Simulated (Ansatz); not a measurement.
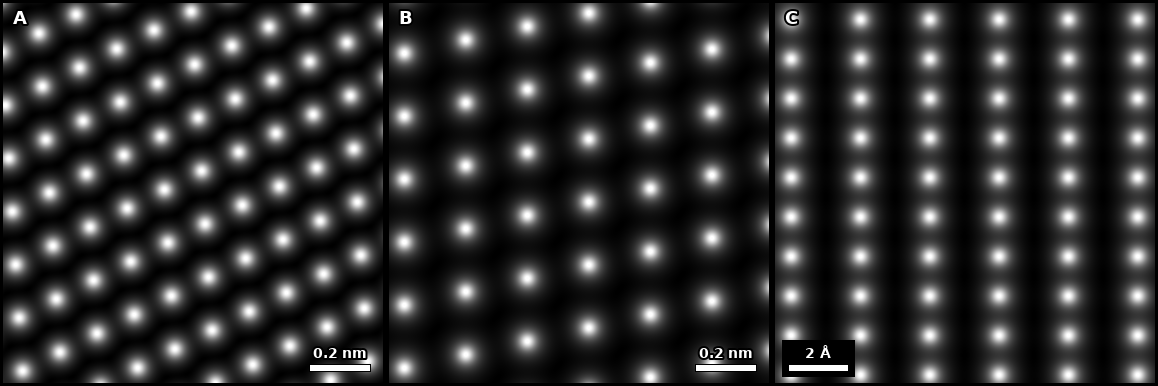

Three views of Pt (I4/mmm, No. 139) along different zone axes. Computed as the sum of neutral-atom potentials (tabulated electron scattering factors, B = 0.5 Å²) projected along the beam and smoothed by 0.25 Å; brighter is more positive. The display is stretched by a gamma of 0.7; percentages refer to the linear signal. Structure used: coordinates from a relaxation with DFT PBEsol, scalar-relativistic, plane waves, PAW (Ansatz 0.2.0); the starting structure was generated, so it need not be a known form of this composition.

Space group I4/mmm (No. 139). a = 3.354 Å, b = 3.354 Å, c = 2.702 Å, α = 90.00°, β = 90.00°, γ = 90.00°
```
atom  site  symmetry       x       y       z
  Pt    2b     4/mmm  0.0000  0.0000  0.5000
```

### Match the panels to the zone axes [100], [102] and [110].

A is [102]: projected cell 1.42 × 1.82 Å, 113°, plane group c2mm. B is [100]: projected cell 2.15 × 2.15 Å, 102°, plane group c2mm. C is [110]: projected cell 1.35 × 2.37 Å, 90°, plane group p2mm.
